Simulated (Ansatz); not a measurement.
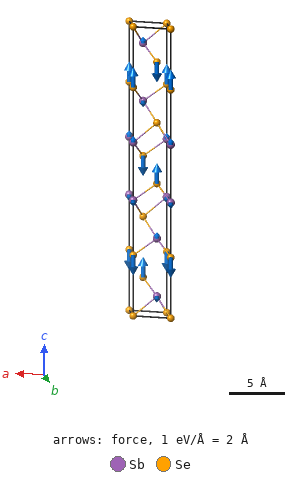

Starting geometry of crystalline Sb2Se3 (built on the tetradymite type) with the computed forces as blue arrows. Style: ball-and-stick. Shown: the conventional cell (3 times the calculation's cell), from a free direction. Lengths and directions refer to the drawn axes.

Theory: DFT, PBE-D3(BJ), plane waves, PAW (Ansatz).

Input file:
```yaml
crystal:
  lattice:
    - [1.906205, 1.1005479699, 8.9850302]
    - [-1.906205, 1.1005479699, 8.9850302]
    - [0.0, -2.2010959398, 8.9850302]
  atoms:
    - { symbol: Sb, position: [0.4, 0.4, 0.4] }
    - { symbol: Sb, position: [0.6, 0.6, 0.6] }
    - { symbol: Se, position: [0.21, 0.21, 0.21] }
    - { symbol: Se, position: [0.79, 0.79, 0.79] }
    - { symbol: Se, position: [0.0, 0.0, 0.0] }
kpoints:
  mp_grid: { grid: [8, 8, 8] }
hamiltonian:
  xc: pbe
  dispersion: d3bj
scf:
  occupations: { method: fermi_dirac, width: 0.02 }
relax:
  f_tol: 0.005
  cell: {}
```

Run as
```bash
ansatz run input.yaml --threads 2 --pin off --max-ram 20275MiB --backend cpu --events-out ev --progress --plain --runs-dir out
```

### What follows when this structure is relaxed?

It isn't relaxed: the largest force vector, on Se atoms, is 0.95 eV/Å. Measured relative to the changing cell, the final displacements run against the starting forces (cosine between the two patterns −0.88). The energy falls by 0.605 eV per cell of the calculation in 5 accepted moves (6 points after the start). Largest force component: 0.95 eV/Å at the start, 0.0043 eV/Å at the end. Pressure: 12.64 GPa at the start and 0.02 GPa at the end. The SCF was repeated once at an unchanged geometry on a basis and grid sized afresh for the cell, which shifted the energy by 2.1 meV per cell of the calculation at most. The largest moves relative to the cell, 0.035 Å, are those of Se3 and Se4. Se4 goes along −c. Largest moves by element: Se 0.035 Å, Sb 0.007 Å. Cell: a = b 3.812 → 4.026 Å (+5.6 %), c 26.955 → 28.060 Å (+4.1 %). Volume +16.1 %. Near-neighbour distances that change, for instance: Sb1–Se5 2.841 → 2.979 Å, Sb1–Se4 2.679 → 2.800 Å. The space group stays R-3m (No. 166). Cost: 47 s on 2 threads of AMD EPYC 7R13 Processor (Zen 3), on a shared host, peak memory 0.82 GiB.
